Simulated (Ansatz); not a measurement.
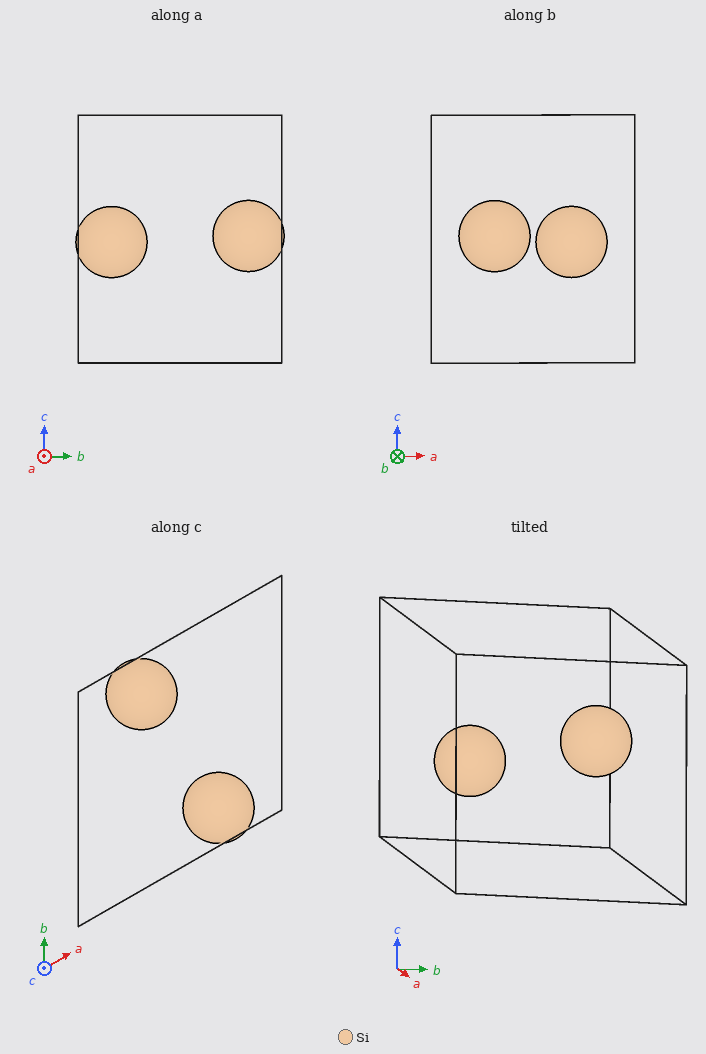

We look at a spheres-only model of the crystal along the a axis, along the b axis, along the c axis and slightly off an axis. The parallelepiped is the conventional unit cell.

Lattice parameters: a = 3.7509 Å, b = 3.7524 Å, c = 3.9660 Å, α = 89.894°, β = 89.776°, γ = 60.192°.

> Convert the drawing into a CIF in P1 with every atom of the cell, with free fractional coordinates to two decimals.

```cif
data_structure
_symmetry_space_group_name_H-M 'P 1'
_symmetry_Int_Tables_number 1
_cell_length_a 3.7509
_cell_length_b 3.7524
_cell_length_c 3.9660
_cell_angle_alpha 89.894
_cell_angle_beta 89.776
_cell_angle_gamma 60.192
_cell_volume 48.43
loop_
_atom_site_label
_atom_site_type_symbol
_atom_site_fract_x
_atom_site_fract_y
_atom_site_fract_z
_atom_site_occupancy
Si1 Si 0.69 0.16 0.49 1
Si2 Si 0.31 0.84 0.51 1
```

The geometry is that of a known structure type with an atom taken out, added or moved, without relaxation. Ansatz was used for an electronic-structure calculation on it.

At this level of theory the cell isn't at rest (compressed, at 11 GPa and forces up to 3.8 eV/Å), so its distances can differ from those at equilibrium, the more so the softer the solid.
